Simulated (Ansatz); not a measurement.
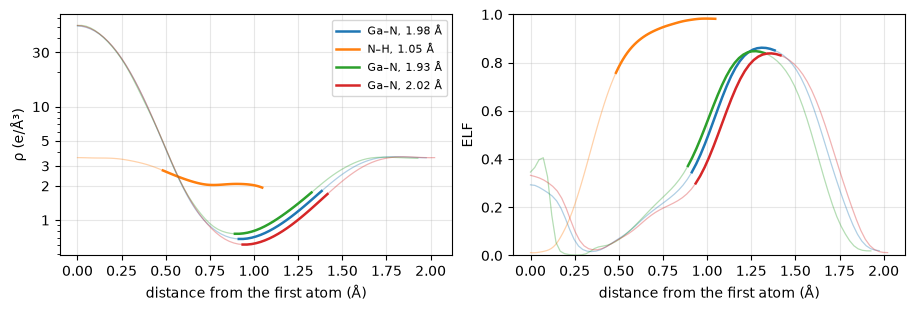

Figure. Ga8HN8 (cell charge +1, with a compensating background) (cell with a defect). Valence electron density and ELF along straight lines between neighbouring atoms. Thin, pale parts lie inside the atomic spheres.

These are results of DFT PBE, scalar-relativistic, plane waves, PAW (Ansatz), not measurements.

The density is the valence pseudo-density of a PAW calculation; it isn't the true density close to the nuclei.

Q: What can be read from the curves?

A: Ga–N (1.98 Å): ρ is about 0.7 e/Å³ halfway; the ELF peaks at about 0.85 in the valence shell of N, 0.7 Å from its nucleus, and is about 0.45 at the midpoint.
N–H (1.05 Å): the density is about 2.6 e/Å³ at the midpoint; the ELF climbs to about 1 towards the hydrogen, as it does in any bond to H (an ordinary covalent bond to hydrogen).
Ga–N (1.93 Å): the density is about 0.77 e/Å³ at the midpoint; the ELF peaks at about 0.85 in the valence shell of N, 0.7 Å from its nucleus, and is about 0.50 at the midpoint.
Ga–N (2.02 Å): ρ at the midpoint is about 0.63 e/Å³; the ELF peaks at about 0.85 in the valence shell of N, 0.7 Å from its nucleus, and is about 0.40 at the midpoint.
